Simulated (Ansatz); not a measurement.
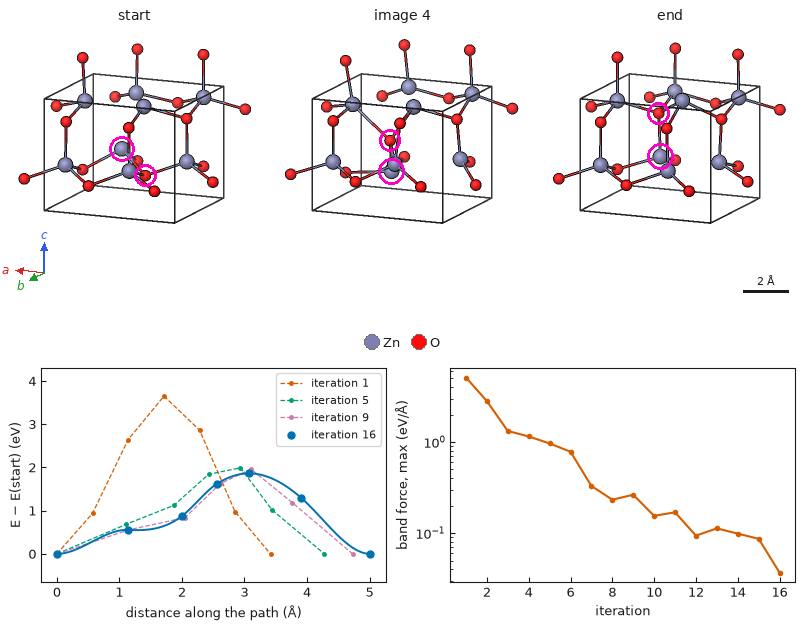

NEB run on ZnO with an O vacancy (15 atoms in the cell). Images are numbered from 0 (start) to 6 (end). The plot follows the band through its iterations. The picture is a ball-and-stick view of the simulation cell (origin moved), seen from a free direction. The atoms that move most are ringed. Bonds to atoms that aren't drawn are left out.

Method: DFT PBEsol, scalar-relativistic, plane waves, PAW in Ansatz 0.2.0. Settings: plane-wave cutoff 420 eV; k-point mesh 2 × 3 × 3; Fermi-Dirac smearing 0.05 eV; 5 movable images; climbing image; force threshold 0.05 eV/Å; iteration limit 43; starting path by image-dependent pair potential.

**How did the profile develop, and is the result final?**

The result is final at these settings. The band converged in 16 iterations. The largest component of the band force went from 5.1 to 0.037 eV/Å. The climbing image converged on the top of the path. A check of its curvatures found one unstable direction (−1.7 eV/Å²), as a transition state must have. The first iteration put the highest image at 3.65 eV. The two ends have the same energy, and the highest point, image 4, lies 1.86 eV above the start.

Limits of the set-up: the periodic images lie only 5.2 Å apart, so the values are limited by the cell's size.

Cost: 21 min on 2 threads of Arm Neoverse V2, on a shared host, peak memory 1.1 GiB.

PAW datasets: the set soft_1.
